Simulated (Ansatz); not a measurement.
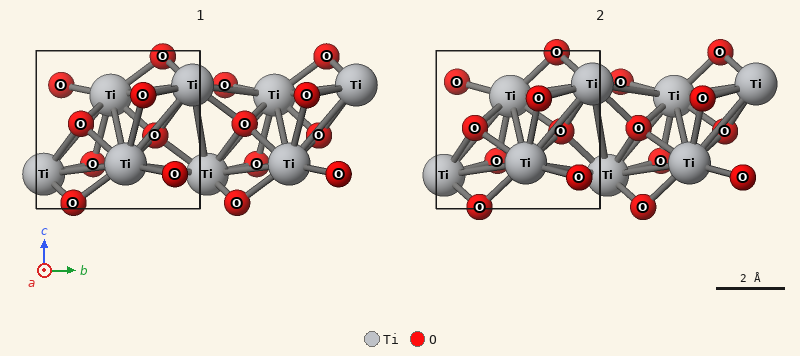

Two geometries of solid TiO$_{2}$ (set up in P2_1/c), drawn at one scale. One is the start of a relaxation, the other its converged end. The picture is a ball-and-stick view of the cell of the calculation, repeated 1 × 2 × 1 with one cell outlined, seen along the a axis.

All numbers below come from Ansatz, DFT, PBE, plane-wave PAW, default files, scalar-relativistic, frozen cores. Settings: plane-wave cutoff 420 eV; k-point mesh 4 × 4 × 4; occupations fermi dirac; smearing width 0.02 eV; no spin polarisation; potentials kind: paw, frozen_core: stored; atoms relaxed in a fixed cell; force threshold 0.02 eV/Å; at most 60 steps.

Which of the two is the end point?

Structure 2 is the relaxed one. The largest moves, 0.22 Å, are those of O atoms. By element the largest moves are O 0.22 Å, Ti 0.14 Å. The cell stays as it was. Among the contacts that change: Ti–Ti 3.278 → 3.038 Å, O–Ti 2.274 → 2.041 Å, O–Ti 1.821 → 2.031 Å, Ti–Ti 3.000 → 3.184 Å. Among the angles between lasting bonds that change: Ti–O–Ti 157.5° → 144.7°, Ti–O–Ti 95.1° → 106.8°, Ti–O–Ti 147.1° → 138.5°. The space group stays P2_1/c (No. 14). The energy falls by 301 meV per atom in 4 geometry steps. The largest force component goes from 5.9 to 0.013 eV/Å. Cost: 30 s on 1 thread of Intel(R) Xeon(R) Platinum 8488C (Sapphire Rapids), with other jobs on the host, peak memory 0.49 GiB.
